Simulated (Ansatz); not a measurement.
W12S (slab)

```yaml
crystal:
  lattice:
    - [5.51433, 0.00000, 0.00000]
    - [-1.83811, 5.19896, 0.00000]
    - [0.00000, 0.00000, 19.85622]
  atoms:
    - { symbol: W, position: [0.25000, 0.25000, 0.20145] }
    - { symbol: W, position: [0.25000, 0.75000, 0.20145] }
    - { symbol: W, position: [0.75000, 0.25000, 0.20145] }
    - { symbol: W, position: [0.75000, 0.75000, 0.20145] }
    - { symbol: W, position: [0.00000, 0.00000, 0.31114] }
    - { symbol: W, position: [0.00000, 0.50000, 0.31114] }
    - { symbol: W, position: [0.50000, 0.00000, 0.31114] }
    - { symbol: W, position: [0.50000, 0.50000, 0.31114] }
    - { symbol: W, position: [0.25000, 0.25000, 0.42084] }
    - { symbol: W, position: [0.25000, 0.75000, 0.42084] }
    - { symbol: W, position: [0.75000, 0.25000, 0.42084] }
    - { symbol: W, position: [0.75000, 0.75000, 0.42084] }
    - { symbol: S, position: [0.33333, 0.41667, 0.52283] }
```

Not relaxed (largest force 1.7 eV/Å); PAW files of the earlier set (soft_1).

Level of theory: DFT PBE, scalar-relativistic, plane waves, PAW in Ansatz 0.2.0.

Predict the valence pseudo-density and electron localisation function between the atoms.

Answer. W–W (2.70 Å): ρ is about 0.46 e/Å³ halfway; the ELF is about 0.40 at the midpoint.

Does the calculation give a band gap?

Answer. It is gapless in this calculation (a metal or semimetal).

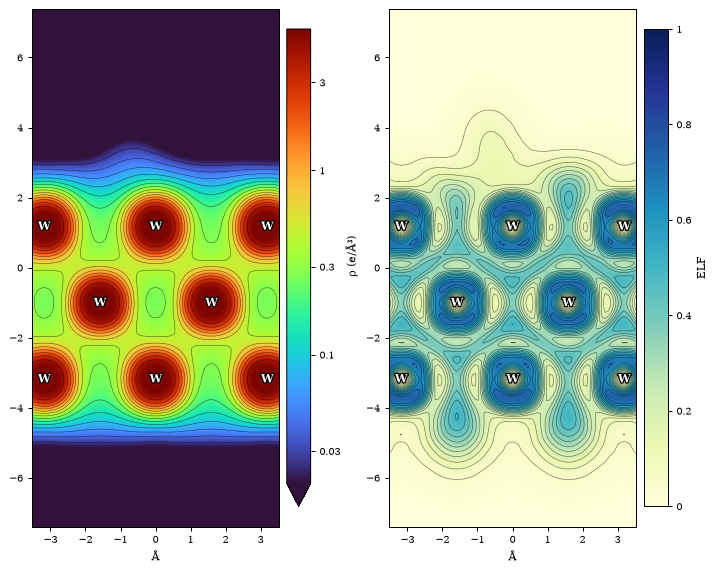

Computed valence pseudo-density and electron localisation function on the (11̄0) plane of the calculation cell, a cut from vacuum to vacuum, in this order. 

Core electrons are frozen (PAW), and the valence fields are smoothed inside the atomic spheres.
